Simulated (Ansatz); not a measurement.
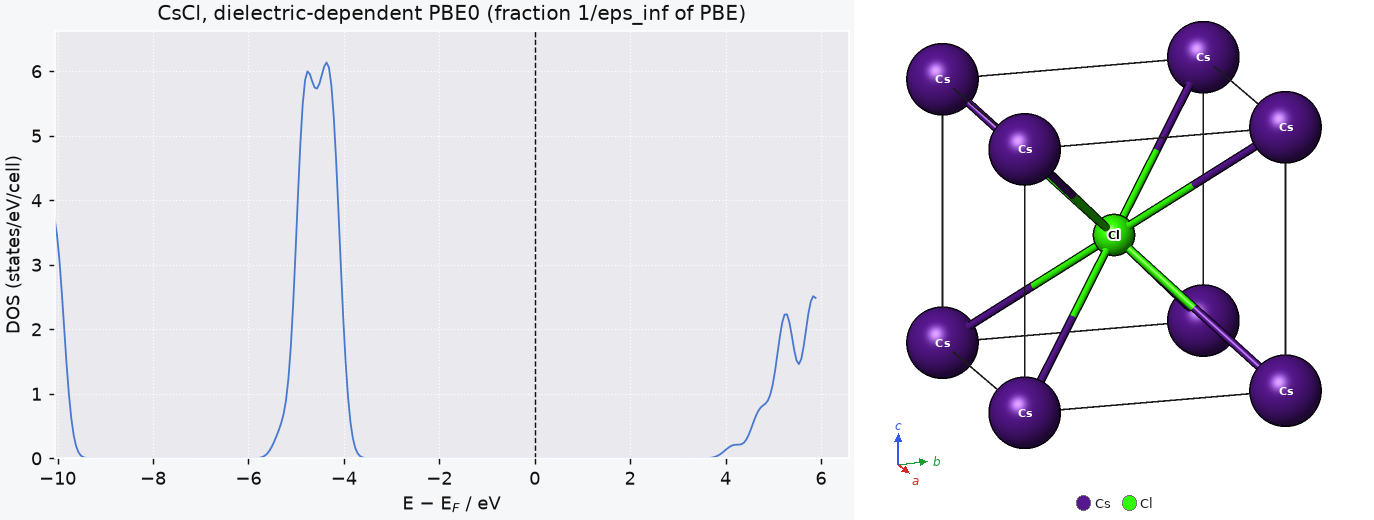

Density of states, beside the structure. Energies are counted from the Fermi level, put mid-gap where there is a gap. The curve is built from the levels of the k mesh with Gaussians 0.4 eV wide, which also blur the band edges.

System: CsCl, space group Pm-3m (No. 221), 2 atoms in the cell.

```yaml
crystal:
  lattice:
    - [4.13683, 0.00000, 0.00000]
    - [0.00000, 4.13683, 0.00000]
    - [0.00000, 0.00000, 4.13683]
  atoms:
    - { symbol: Cs, position: [0.00000, 0.00000, 0.00000] }
    - { symbol: Cl, position: [0.50000, 0.50000, 0.50000] }
```

Computed with Ansatz 0.2.0: DFT, dielectric-dependent PBE0 (fraction 1/eps_inf of PBE), plane waves, PAW, no spin polarisation, 4×4×4 k mesh, 420 eV cutoff.

Question: Metal or insulator, going by the density of states?

Answer: There is a gap; over the k points computed it is 8.12 eV (direct among those points).

Question: Where is the tallest peak of the filled states in the window?

Answer: Within the window shown, the tallest peak of the filled states lies 0.3 eV under the valence-band top, at about 6.1 states per eV and cell.
